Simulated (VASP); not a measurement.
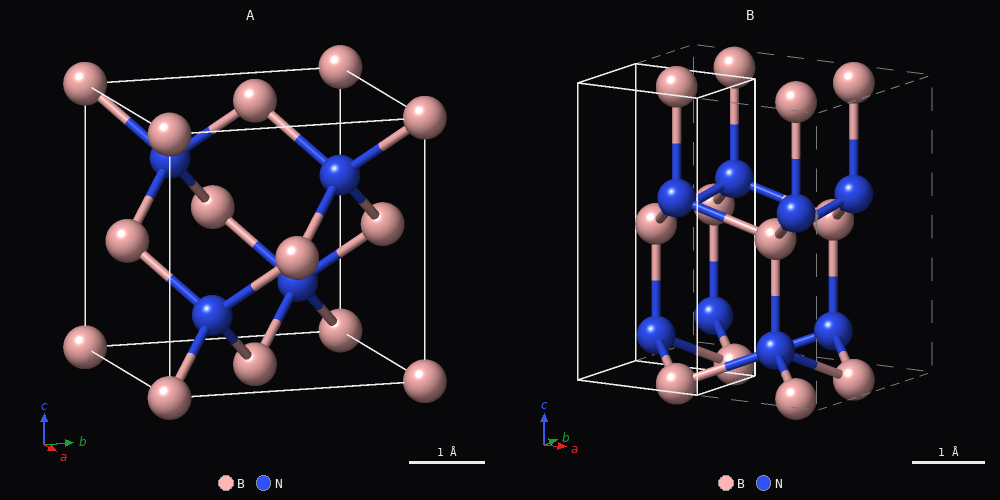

Two structures of BN, each relaxed (cell and atoms) at zero pressure; conventional cells in solid outline, small ones repeated, each panel with its own scale. Alike in all runs: VASP 6.6.1; functional PBEsol; VASP's PAW PBE potentials, release 64 (B, N); cutoff 580 eV; occupations gaussian, width 0.02 eV; no spin polarisation; no spin-orbit coupling. The k meshes have like spacings.

**Give the type and space group of each panel.**

A: zinc blende type, F-43m; B: wurtzite, P6₃mc.

**Which of these is lowest in energy, and how far above it do the others lie?**

A, then B (+17 meV/atom), static energies at zero smearing.

**Collect the results in a table.**

| panel | space group | E − E(lowest) (meV/atom) | volume (Å³/atom) | gap (eV) |
| --- | --- | --- | --- | --- |
| A | F-43m | 0 | 5.9 | 4.28 |
| B | P6₃mc | 17 | 5.9 | 4.95 |

The starts are database entries or structure types tried for this composition, and the most stable form need not be among them. Approximate functionals can misorder forms that lie within a few tens of meV/atom, as they do the rutile and anatase forms of TiO₂. Gaps are the least found on the k-mesh, which can miss the band edges.

Caveat: semilocal functionals give gaps below the measured ones.
